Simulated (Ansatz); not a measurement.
Ge

Input file:

```
crystal:
  lattice:
    - [-2.4627622125, 2.619664275, 1.436947]
    - [2.4627622125, -2.619664275, 1.436947]
    - [2.5290337875, 2.682061725, -1.436947]
  atoms:
    - { symbol: Ge, position: [0.185943, 0.935943, 0.25] }
    - { symbol: Ge, position: [0.814057, 0.064057, 0.75] }
basis:
  ecutwfc: 500
kpoints:
  mp_grid: { grid: [20, 20, 20] }
hamiltonian:
  xc: r2scan
scf:
  occupations: { method: gaussian, width: 0.15 }
output:
  forces: true
  stress: true
  eigenvalues: true
  write_density: true
  write_potential: true
  elf: true
  volumetric_format: npy
```

Command:

```sh
ansatz run input.yaml --threads 1 --pin off --max-ram 2560MiB --backend cpu --events-out ev --progress --plain --runs-dir out
```

Below, planes, directions and counts refer to the conventional cell (a = 7.19 Å, b = 2.87 Å, c = 4.99 Å, α = 90.00°, β = 132.52°, γ = 90.00°).

Space group C2/c; a structure from a database of computed crystals, not necessarily the ambient phase; changed on purpose from its base cell (strain +0.0250 x Voigt [0, 0, 0, 0, 0, 1], atoms carried along).

Level of theory: Ansatz 0.2.0, DFT r2SCAN, scalar-relativistic, plane waves, PAW.

The density is the valence pseudo-density of a PAW calculation; it isn't the true density close to the nuclei.

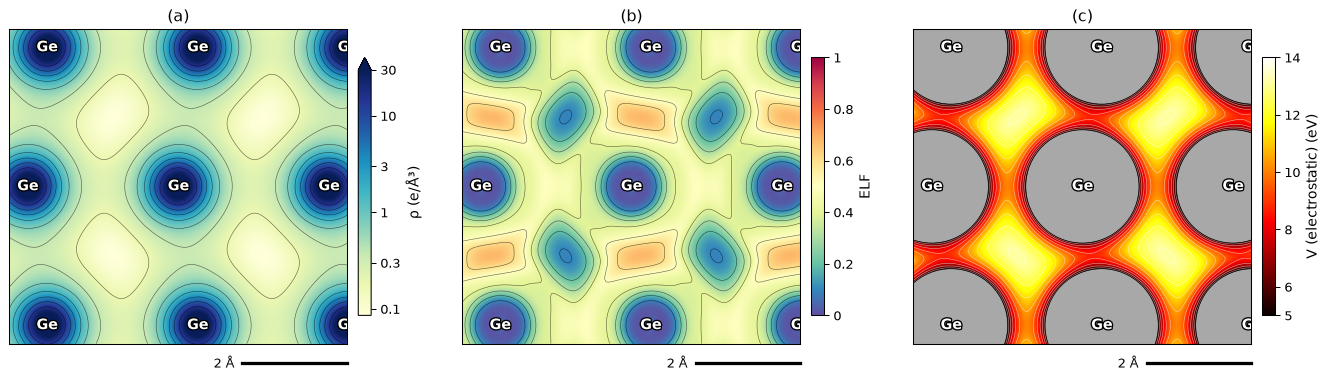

Figure 1. (a) valence electron density; (b) electron localisation function; (c) electrostatic potential energy of an electron on the (101̄) plane of the conventional cell. Grey discs cover the atomic cores in the potential map.

### Interpret the plot.

Atoms in the plane: Ge. Ge–Ge (2.68 Å): ρ at the midpoint is about 0.34 e/Å³; the ELF peaks at about 0.70 between the atoms. Ge–Ge (2.87 Å): ρ at the midpoint is about 0.23 e/Å³; the ELF is about 0.50 at the midpoint. Between the atoms the lowest density in this plane is 0.09 e/Å³. Outside the cores the potential energy rises away from the atoms and is highest about 1.8 Å from the nearest atoms; its zero is arbitrary.

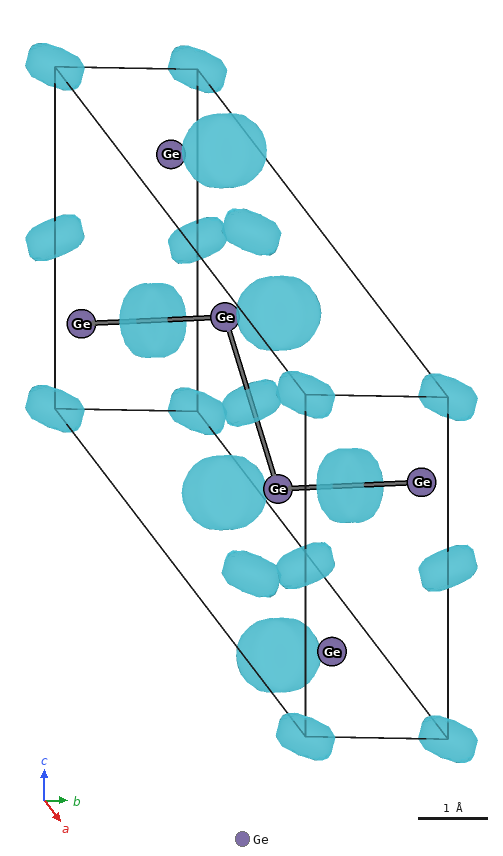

Figure 2. Isosurface of the electron localisation function at 0.55 (cyan), seen at an oblique angle. Core shells and regions of very low density are left out. Sticks mark near contacts.

### Where are the electrons localised?

The surface consists of eight regions between bonded Ge–Ge atoms, counted in one cell of 4 atoms. Any copies at cell faces, edges or corners count once.

### Does the calculation make it a metal, or give it a gap?

It is metallic or semimetallic at this level of theory: no gap opens.
